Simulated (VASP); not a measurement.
ZnS: space group P6_3mc (No. 186), a = 3.811 Å, b = 3.811 Å, c = 6.234 Å, α = 90.00°, β = 90.00°, γ = 120.00°. Origin: an entry of the Crystallography Open Database, as set up for an electronic-structure calculation. Forms under 0.4 % of the area are left out. Forms are taken in the Laue class: a face and its opposite count as one form.

Question: Which faces does the BFDH rule predict for this crystal?

Answer: The forms computed, by share of the surface:

```json
{"form": "{100}", "faces": "6", "d (Å)": "3.300", "share of area (%)": "40.6"}
{"form": "{101}", "faces": "12", "d (Å)": "2.917", "share of area (%)": "39.5"}
{"form": "{002}", "faces": "2", "d (Å)": "3.117", "share of area (%)": "19.9"}
```

The crystal is roughly equant (blocky). Widths along a, b and c stand as 1.00 : 1.00 : 0.92.

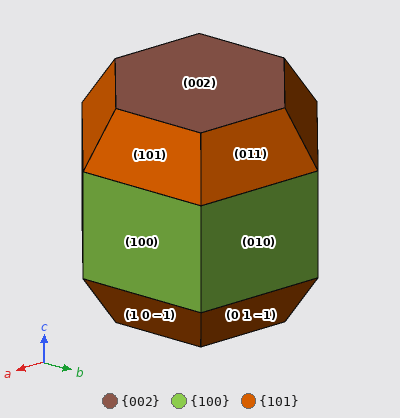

The computed shape, faces indexed. The rule is geometric and ignores bonding and growth conditions.
